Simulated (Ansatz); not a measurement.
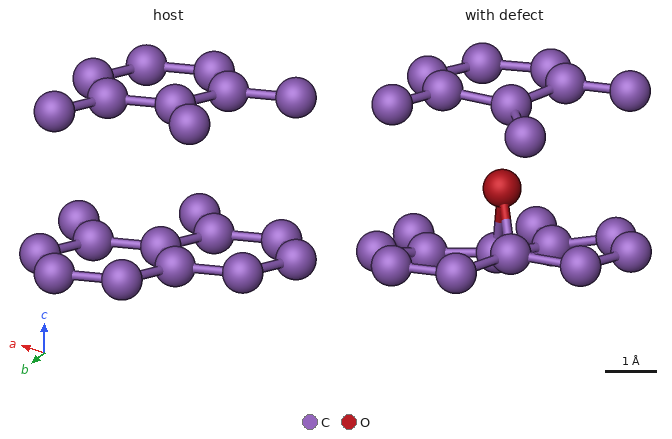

Left: perfect C. Right: the same region with one point defect, after relaxing the atoms in a supercell of 18 sites. The picture is a ball-and-stick view of the atoms within 3.3 Å of one point, seen from a free direction.

These are results of DFT PBE+D3(BJ), scalar-relativistic, plane waves, PAW (Ansatz), not measurements. Set-up: plane-wave cutoff 420 eV; k-point mesh 1 × 1 × 1; occupations gaussian; smearing width 0.01 eV; no spin polarisation. The cell is small and the k-mesh coarse, so the numbers are rough. The axes drawn are those of the host's conventional cell.

Question: What kind of defect was made?

Answer: An extra oxygen atom is put between the host's atoms (an interstitial).

The charge state of the cell is 0.

Question: How does the lattice respond?

Answer: The O atom starts with 7 C at 1.90 to 2.21 Å around its place and ends with 2 C at 1.41 to 1.60 Å. Of the host's atoms, a carbon atom moves furthest from its site, by 0.28 Å. The O atom itself moves 0.71 Å from where it was put. Relaxing the atoms from the host's sites lowers the energy by 3.04 eV. At a tolerance of 0.02 Å the relaxed supercell has space group Cm.
